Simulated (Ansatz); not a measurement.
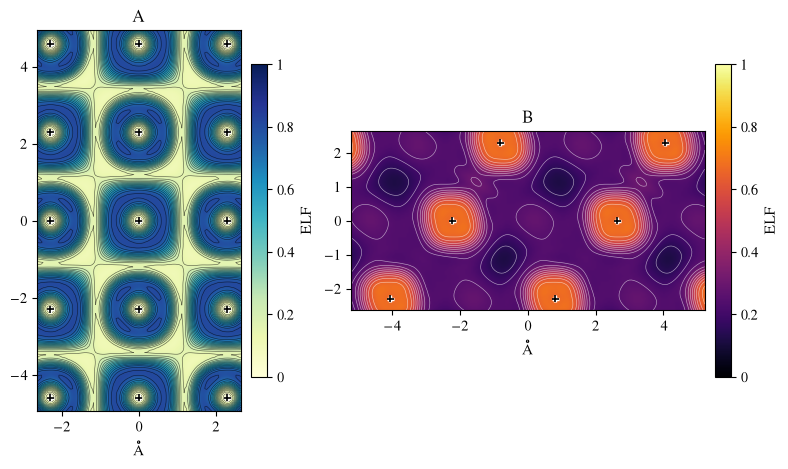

The ELF of 2 systems, each on a plane through atoms (crosses mark nuclei in the plane).

Computed with DFT PBE, scalar-relativistic, plane waves, PAW (Ansatz).

System 1: ZrN, the (100) plane of the conventional cell. Space group Fm-3m; computed without spin polarisation.

```
Zr N
1.0
     4.59465    0.00000    0.00000
     0.00000    4.59465    0.00000
     0.00000    0.00000    4.59465
Zr N
4 4
Direct
  0.00000 0.00000 0.00000
  0.50000 0.50000 0.00000
  0.50000 0.00000 0.50000
  0.00000 0.50000 0.50000
  0.50000 0.00000 0.00000
  0.00000 0.50000 0.00000
  0.00000 0.00000 0.50000
  0.50000 0.50000 0.50000
```

System 2: Pt, the (010) plane of the conventional cell. Space group C2/m; not relaxed (largest force 0.5 eV/Å).

Match each panel to its system.

Answer. Panel A is system 1, ZrN: the plane holds Zr and N. Zr–N (2.30 Å): the ELF peaks at about 0.80 in the valence shell of N, 0.7 Å from its nucleus, and drops to about 0.15 between the two atoms (no localised pair shows between them). Panel B is system 2, Pt: the plane holds Pt. Pt–Pt (2.69 Å): the ELF is about 0.30 at the midpoint: no shared electron pair shows on this line.
